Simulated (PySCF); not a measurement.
# Sb: band-structure run

- system: Sb (2 atoms in the cell)
- method: Kohn-Sham DFT of a periodic cell in Gaussian orbitals, BLYP, DZVP-MOLOPT-SR/GTH-BLYP, no spin polarisation (PySCF 2.14.0)

The structure derives from an entry of the Crystallography Open Database.

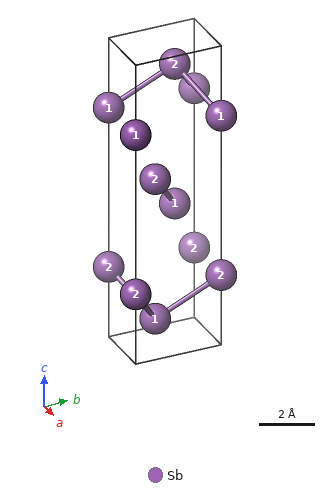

The structure (ball-and-stick view of the cell 3 times as large as that of the calculation, set on its symmetry axes, seen slightly off an axis; atoms are numbered from 1 in the order of the input). An atom can appear more than once, as a periodic image. Near neighbours in the periodic cell (some may lie outside the picture): Sb has 3 Sb at 2.91 Å.

**The input**
```python
import json
import numpy as np
from pyscf.pbc import gto, scf, dft, df

cell = gto.Cell()
cell.basis = 'DZVP-MOLOPT-SR-GTH-q5'
cell.pseudo = 'GTH-BLYP-q5'
cell.fromfile('Sb.xyz')
cell.ke_cutoff = 50  # hartree
cell.exp_to_discard = 0.02
cell.precision = 1e-08
cell.space_group_symmetry = True
cell.symmorphic = False
cell.max_memory = 5040  # MB
cell.verbose = 4
cell.build()

res = {}
kpts = cell.make_kpts([4, 4, 4], space_group_symmetry=True, time_reversal_symmetry=True)
cell.space_group_symmetry = False  # the mesh holds the operations; no search on the supercells of the integral code
mf = dft.KRKS(cell, kpts, xc='blyp')
mf = mf.multigrid_numint()
mf = mf.smearing(sigma=0.00183747, method='fermi')  # hartree
mf.conv_tol = 1e-07
mf.max_cycle = 60

mf.kernel()
res.update(converged=bool(mf.converged), e_tot=mf.e_tot, nelec=cell.nelectron, nao=cell.nao, mesh=list(map(int, cell.mesh)), a=cell.lattice_vectors().tolist(), coords=cell.atom_coords().tolist(),
           mo_energy=[np.real(x).tolist() for x in mf.mo_energy], mo_occ=[np.real(x).tolist() for x in mf.mo_occ])
res.update(e_free=mf.e_free, e_zero=mf.e_zero)
res.update(kpts=kpts.kpts_scaled_ibz.tolist(), weights=kpts.weights_ibz.tolist())
res['parts'] = {k: float(np.real(v)) for k, v in mf.scf_summary.items() if np.isscalar(v)}
json.dump(res, open('results.json', 'w'))
if not mf.converged:
    raise SystemExit('SCF not converged')

print('levels (eV)')
for i, kp in enumerate(res['kpts'][:40]):
    print('k %7.4f %7.4f %7.4f  ' % tuple(kp), ' '.join('%.3f' % (x * 27.211386) for x in res['mo_energy'][i][:10]))

mf = mf.to_khf()  # unfold to the whole mesh
kpts = mf.kpts
# Mulliken populations
dm, s = np.asarray(mf.make_rdm1()), np.asarray(mf.get_ovlp())
sites = cell.aoslice_by_atom()[:, 2:]
tot = np.einsum('kij,kji->i', dm, s).real / len(kpts)
res['mulliken'] = [cell.atom_charge(i) - tot[a0:a1].sum() for i, (a0, a1) in enumerate(sites)]
print('Mulliken charges', np.round(res['mulliken'], 5))

scaled = np.array([[0.0, 0.0, 0.0], [0.1, 0.0, 0.0], [0.2, 0.0, 0.0], [0.3, 0.0, 0.0], [0.4, 0.0, 0.0], [0.5, 0.0, 0.0], [0.5, 0.059922, -0.059922], [0.5, 0.119844, -0.119844], [0.5, 0.179766, -0.179766], [0.5, 0.239687, -0.239687], [0.760313, 0.5, 0.239687], [0.695234, 0.5, 0.304766], [0.630156, 0.5, 0.369844], [0.565078, 0.5, 0.434922], [0.5, 0.5, 0.5], [0.4, 0.4, 0.4], [0.3, 0.3, 0.3], [0.2, 0.2, 0.2], [0.1, 0.1, 0.1], [0.0, 0.0, 0.0], [0.061641, 0.0, -0.061641], [0.123281, 0.0, -0.123281], [0.184922, 0.0, -0.184922], [0.246562, 0.0, -0.246562], [0.308203, 0.0, -0.308203], [0.369844, 0.0, -0.369844], [0.630156, 0.369844, 0.0], [0.565078, 0.434922, 0.0], [0.5, 0.5, 0.0], [0.565078, 0.565078, 0.119844], [0.630156, 0.630156, 0.239687], [0.597617, 0.597617, 0.304766], [0.565078, 0.565078, 0.369844], [0.532539, 0.532539, 0.434922], [0.5, 0.5, 0.5], [0.5, 0.0, 0.0], [0.565078, 0.092461, 0.092461], [0.630156, 0.184922, 0.184922], [0.695234, 0.277383, 0.277383], [0.760313, 0.369844, 0.369844]])  # GLB1,BZGX,QFP1Z,LP
e_kn = mf.get_bands(cell.get_abs_kpts(scaled))[0]
res.update(band_k=np.asarray(scaled).tolist(), bands=np.asarray(e_kn).real.tolist())
for kp, e in zip(scaled, np.asarray(e_kn).real):
    print('k %7.4f %7.4f %7.4f  ' % tuple(kp), ' '.join('%8.3f' % (x * 27.211386) for x in e[:11]))
res['done'] = True
json.dump(res, open('results.json', 'w'))
```

**File Sb.xyz**
```
2
Lattice="2.1542000000 1.2437279499 3.7580000000 -2.1542000000 1.2437279499 3.7580000000 0.0000000000 -2.4874558998 3.7580000000" Properties=species:S:1:pos:R:3 pbc="T T T"
Sb     0.0000000000      0.0000000000      8.6416337400
Sb     0.0000000000      0.0000000000      2.6323662600
```

Machine: 4 threads of Arm Neoverse V1, 24 GiB of memory available, shared host.

Launched with:
```bash
OMP_NUM_THREADS=4 python -u run.py > log
```

**What the program printed**
```
Discarded 0 diffused primitive functions, 0 contracted functions
time reversal: False
k-points in IBZ                         weights
  0:  0.000000,  0.000000,  0.000000    1/64
  1:  0.500000,  0.000000,  0.000000    3/64
  2:  0.500000,  0.500000,  0.000000    3/64
  3:  0.500000,  0.500000,  0.500000    1/64
  4:  0.750000,  0.000000,  0.000000    6/64
  5:  0.750000,  0.250000,  0.000000    6/64
  6:  0.750000,  0.500000,  0.000000    12/64
  7:  0.750000,  0.500000,  0.250000    6/64
  8:  0.750000,  0.500000,  0.500000    6/64
  9:  0.750000,  0.750000,  0.000000    6/64
 10:  0.750000,  0.750000,  0.250000    6/64
 11:  0.750000,  0.750000,  0.500000    6/64
 12:  0.750000,  0.750000,  0.750000    2/64

******** <class 'pyscf.pbc.scf.smearing.SmearingKsymAdaptedKRKS'> ********
method = SmearingKsymAdaptedKRKS
initial guess = minao
damping factor = 0
level_shift factor = 0
DIIS = <class 'pyscf.scf.diis.CDIIS'>
diis_start_cycle = 1
diis_space = 8
diis_damp = 0
SCF conv_tol = 1e-07
SCF conv_tol_grad = None
SCF max_cycles = 60
direct_scf = True
direct_scf_tol = 1e-13

******** PBC SCF flags ********
N kpts (BZ) = 64
N kpts (IBZ) = 13
Exchange divergence treatment (exxdiv) = ewald
    madelung (= occupied orbital energy shift) = 0.09731747763223844
    Total energy shift due to Ewald probe charge = -1/2 * Nelec*madelung = -0.486587388161
DF object = <pyscf.pbc.df.fft.FFTDF object>
XC functionals = blyp
small_rho_cutoff = 0
Uniform grid, mesh = [29 29 29]
Set gradient conv threshold to 0.000316228
nelec by numeric integration = 10.000000000000005
init E= -10.8166475800032
    sigma = 0.00183747  Optimized mu = 0.271786977749  entropy = 0.0636306095536
nelec by numeric integration = 10.000000000002357
    Total E(T) = -10.9665545319676  Free energy = -10.9666714513038  E0 = -10.9666129916357
cycle= 1 E= -10.9665545319676  delta_E= -0.15  |g|= 0.108  |ddm|= 10.7
    sigma = 0.00183747  Optimized mu = 0.259619892997  entropy = 0.0746072166257
nelec by numeric integration = 10.0000000000024
    Total E(T) = -10.9673939879473  Free energy = -10.9675310764696  E0 = -10.9674625322084
cycle= 2 E= -10.9673939879473  delta_E= -0.000839  |g|= 0.0596  |ddm|= 1.66
    sigma = 0.00183747  Optimized mu = 0.2616613516  entropy = 0.052714634142
nelec by numeric integration = 10.000000000002377
    Total E(T) = -10.9677033856565  Free energy = -10.9678002472153  E0 = -10.9677518164359
cycle= 3 E= -10.9677033856565  delta_E= -0.000309  |g|= 0.0162  |ddm|= 0.695
    sigma = 0.00183747  Optimized mu = 0.26170886991  entropy = 0.0566446512654
nelec by numeric integration = 10.000000000002384
    Total E(T) = -10.9677173130293  Free energy = -10.9678213958767  E0 = -10.967769354453
cycle= 4 E= -10.9677173130293  delta_E= -1.39e-05  |g|= 0.000108  |ddm|= 0.174
    sigma = 0.00183747  Optimized mu = 0.261708333993  entropy = 0.0566553038962
nelec by numeric integration = 10.000000000002386
    Total E(T) = -10.9677172944768  Free energy = -10.967821396898  E0 = -10.9677693456874
cycle= 5 E= -10.9677172944768  delta_E= 1.86e-08  |g|= 2.42e-06  |ddm|= 0.000544
    sigma = 0.00183747  Optimized mu = 0.261708487357  entropy = 0.0566534670649
```

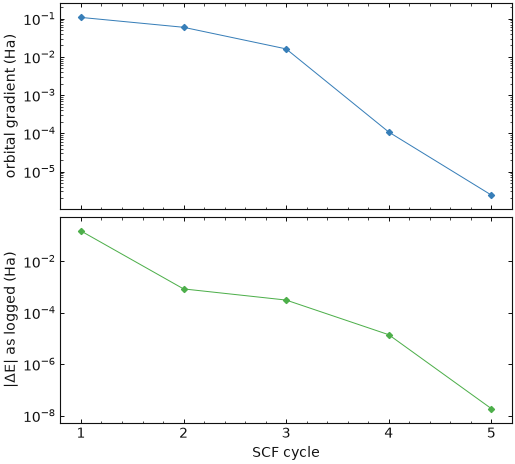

Convergence of the self-consistent field: orbital gradient and size of the energy change against the SCF cycle. The residual falls at every step.

```
nelec by numeric integration = 10.000000000002386
    Total E(T) = -10.9677172978524  Free energy = -10.9678213968985  E0 = -10.9677693473754
Extra cycle  E= -10.9677172978524  delta_E= -3.38e-09  |g|= 3.18e-07  |ddm|= 4.74e-05
converged SCF energy = -10.9677172978524
levels (eV)
k  0.0000  0.0000  0.0000   -5.341 2.407 5.263 5.510 5.510 9.510 10.086 10.086 13.299 13.299
k  0.5000  0.0000  0.0000   -3.042 -2.326 5.334 5.467 6.976 7.242 7.605 7.801 16.879 16.989
k  0.5000  0.5000  0.0000   -3.062 -0.738 1.934 3.599 3.684 9.314 12.249 13.675 14.132 16.549
k  0.5000  0.5000  0.5000   -3.853 -1.677 5.940 5.940 7.009 7.442 7.442 8.452 16.080 17.069
k  0.7500  0.0000  0.0000   -4.690 0.278 5.297 5.379 6.213 8.669 8.788 8.791 13.824 14.186
k  0.7500  0.2500  0.0000   -3.589 -1.178 3.126 5.515 5.719 8.033 8.561 11.637 13.919 15.604
k  0.7500  0.5000  0.0000   -3.190 -1.419 2.948 4.253 4.709 9.823 10.179 11.415 12.722 17.205
k  0.7500  0.5000  0.2500   -2.604 -1.702 2.434 2.454 6.569 8.051 12.438 12.448 14.187 14.329
k  0.7500  0.5000  0.5000   -3.551 -1.117 2.929 4.405 5.096 10.001 10.006 11.703 13.405 17.627
k  0.7500  0.7500  0.0000   -4.521 0.513 3.991 4.428 5.386 9.452 9.889 11.081 13.128 15.150
k  0.7500  0.7500  0.2500   -3.148 -1.524 3.089 4.278 4.783 9.663 9.907 11.155 13.366 17.596
k  0.7500  0.7500  0.5000   -3.866 -0.931 3.051 5.389 6.471 8.239 8.651 11.735 14.342 15.289
k  0.7500  0.7500  0.7500   -4.817 0.244 5.634 5.634 6.478 8.625 8.625 9.071 14.182 14.416
Mulliken charges [-0. -0.]
nelec by numeric integration = 10.000000000002386
k  0.0000  0.0000  0.0000     -5.341    2.407    5.263    5.510    5.510    9.510   10.086   10.086   13.299   13.299   13.922
k  0.1000  0.0000  0.0000     -5.243    1.938    5.293    5.479    5.674    9.446    9.805    9.812   13.115   13.285   13.578
k  0.2000  0.0000  0.0000     -4.928    0.885    5.288    5.410    6.038    9.007    9.146    9.168   13.342   13.832   13.882
k  0.3000  0.0000  0.0000     -4.400   -0.339    5.323    5.355    6.377    8.310    8.424    8.464   14.468   14.593   14.992
k  0.4000  0.0000  0.0000     -3.682   -1.523    5.335    5.411    6.698    7.643    7.845    7.977   15.661   16.083   16.613
k  0.5000  0.0000  0.0000     -3.042   -2.326    5.334    5.467    6.976    7.242    7.605    7.801   16.879   16.989   18.073
k  0.5000  0.0599 -0.0599     -2.945   -2.295    4.362    5.588    5.765    7.603    8.427    9.166   16.174   16.549   17.060
k  0.5000  0.1198 -0.1198     -2.662   -2.243    3.187    4.377    5.820    7.775   10.339   10.756   14.973   15.059   17.630
k  0.5000  0.1798 -0.1798     -2.286   -2.237    2.466    3.248    6.155    7.974   12.008   12.082   14.051   14.116   18.651
k  0.5000  0.2397 -0.2397     -2.540   -1.772    2.384    2.523    6.513    8.058   12.444   12.491   14.111   14.235   19.102
k  0.7603  0.5000  0.2397     -2.540   -1.772    2.384    2.523    6.513    8.058   12.444   12.491   14.111   14.235   19.102
k  0.6952  0.5000  0.3048     -2.993   -1.458    2.441    2.965    6.801    7.913   12.087   12.168   14.448   14.695   18.976
k  0.6302  0.5000  0.3698     -3.441   -1.475    3.218    4.025    6.920    7.632   10.741   11.205   14.444   15.576   18.372
k  0.5651  0.5000  0.4349     -3.746   -1.613    4.608    5.278    7.028    7.388    8.723    9.661   15.197   16.633   17.945
k  0.5000  0.5000  0.5000     -3.853   -1.677    5.940    5.940    7.009    7.442    7.442    8.452   16.080   17.069   17.069
k  0.4000  0.4000  0.4000     -4.121   -1.249    5.852    5.852    6.921    7.679    7.679    8.585   15.502   16.151   16.151
k  0.3000  0.3000  0.3000     -4.598   -0.307    5.698    5.698    6.670    8.261    8.261    8.898   14.555   14.929   14.929
k  0.2000  0.2000  0.2000     -5.003    0.813    5.585    5.585    6.233    9.012    9.012    9.229   13.940   13.992   13.992
k  0.1000  0.1000  0.1000     -5.257    1.878    5.527    5.527    5.633    9.443    9.742    9.742   13.445   13.445   13.852
k  0.0000  0.0000  0.0000     -5.341    2.407    5.263    5.510    5.510    9.510   10.086   10.086   13.299   13.299   13.922
k  0.0616  0.0000 -0.0616     -5.239    1.947    5.197    5.483    5.731    9.400    9.606   10.069   13.120   13.258   13.674
k  0.1233  0.0000 -0.1233     -4.913    0.952    4.672    5.770    6.124    8.613    8.671   10.325   13.077   13.834   14.516
k  0.1849  0.0000 -0.1849     -4.370   -0.136    3.928    6.089    6.194    7.793    8.112   10.868   13.309   14.595   16.601
k  0.2466  0.0000 -0.2466     -3.635   -1.128    3.166    5.559    5.757    7.992    8.519   11.593   13.877   15.546   16.501
k  0.3082  0.0000 -0.3082     -2.756   -1.943    2.521    4.779    5.042    8.974    9.439   12.426   14.523   14.831   16.658
k  0.3698  0.0000 -0.3698     -2.548   -1.835    2.083    4.154    4.403   10.131   10.557   12.494   13.245   16.100   17.873
k  0.6302  0.3698  0.0000     -2.548   -1.835    2.083    4.154    4.403   10.131   10.557   12.494   13.245   16.100   17.873
k  0.5651  0.4349  0.0000     -2.938   -1.042    1.914    3.738    3.900    9.897   11.699   12.603   13.895   17.791   18.007
k  0.5000  0.5000  0.0000     -3.062   -0.738    1.934    3.599    3.684    9.314   12.249   13.675   14.132   16.549   19.404
k  0.5651  0.5651  0.1198     -3.004   -0.968    1.910    3.792    3.923    9.677   11.627   13.563   13.901   17.428   18.054
k  0.6302  0.6302  0.2397     -2.908   -1.445    2.034    4.110    4.609   10.063   10.447   13.307   13.499   16.578   18.086
k  0.5976  0.5976  0.3048     -3.198   -1.427    2.380    4.444    5.153    9.751    9.984   12.641   13.804   16.396   17.309
k  0.5651  0.5651  0.3698     -3.541   -1.511    3.387    4.944    5.850    8.858    9.294   11.125   14.397   16.768   16.903
k  0.5325  0.5325  0.4349     -3.773   -1.628    4.782    5.550    6.689    7.946    8.131    9.477   15.324   16.928   17.387
k  0.5000  0.5000  0.5000     -3.853   -1.677    5.940    5.940    7.009    7.442    7.442    8.452   16.080   17.069   17.069
k  0.5000  0.0000  0.0000     -3.042   -2.326    5.334    5.467    6.976    7.242    7.605    7.801   16.879   16.989   18.073
k  0.5651  0.0925  0.0925     -3.011   -2.265    4.660    5.143    6.295    8.029    8.102    8.571   15.623   17.198   17.995
k  0.6302  0.1849  0.1849     -2.933   -2.088    3.488    4.757    5.612    8.803    8.927   10.277   14.504   16.628   17.683
k  0.6952  0.2774  0.2774     -2.865   -1.809    2.552    4.385    5.045    9.642    9.692   12.032   13.769   16.302   17.724
k  0.7603  0.3698  0.3698     -2.908   -1.445    2.034    4.110    4.609   10.063   10.447   13.307   13.499   16.578   18.086
```

**Key numbers**

| quantity | value |
| --- | --- |
| outcome | converged |
| space group (tolerance 0.01 Å) | R-3m (166) |
| electrons treated | 10 |
| free energy | −298.4496 eV |
| total energy | −298.4468 eV |
| Fermi energy | 7.121 eV |
| gap on the k-point mesh | 0.23 eV |
| gap on the band path | 0.21 eV |
| wall time | 18 s (CPU time 58 s) |
| peak memory | 0.75 GiB |
